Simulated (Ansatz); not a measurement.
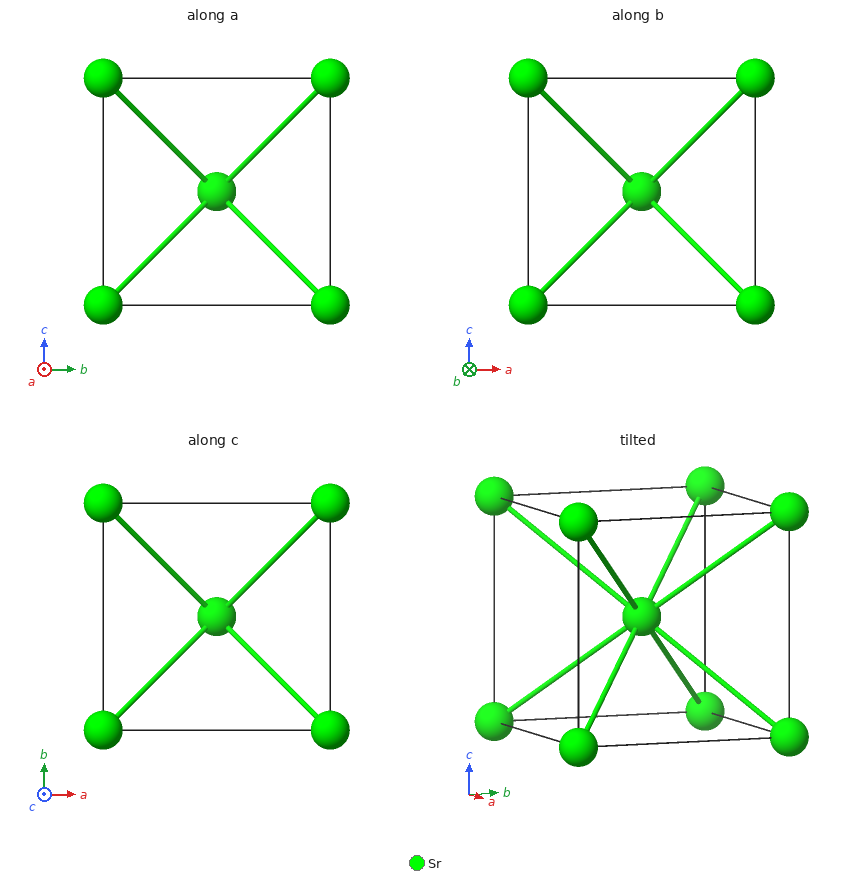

Ball-and-stick representation of a periodic structure, projected along the a axis, along the b axis, along the c axis and slightly off an axis. Thin lines show the conventional unit cell, with boundary atoms drawn in all their periodic places.

Lattice parameters: a = 4.6714 Å, b = 4.6714 Å, c = 4.6714 Å, α = 90.000°, β = 90.000°, γ = 90.000°.

Set out the cell and atoms as a CIF in P1 with every atom of the cell.

```cif
data_structure
_symmetry_space_group_name_H-M 'P 1'
_symmetry_Int_Tables_number 1
_cell_length_a 4.6714
_cell_length_b 4.6714
_cell_length_c 4.6714
_cell_angle_alpha 90.000
_cell_angle_beta 90.000
_cell_angle_gamma 90.000
_cell_volume 101.94
loop_
_atom_site_label
_atom_site_type_symbol
_atom_site_fract_x
_atom_site_fract_y
_atom_site_fract_z
_atom_site_occupancy
Sr1 Sr 0.0000 0.0000 0.0000 1
Sr2 Sr 0.5000 0.5000 0.5000 1
```

The initial geometry was a structure type filled with this element by a generator (whether the element takes this form wasn't checked). Earlier steps of the study may have refined or changed the cell and positions. It went into a calculation with Ansatz.
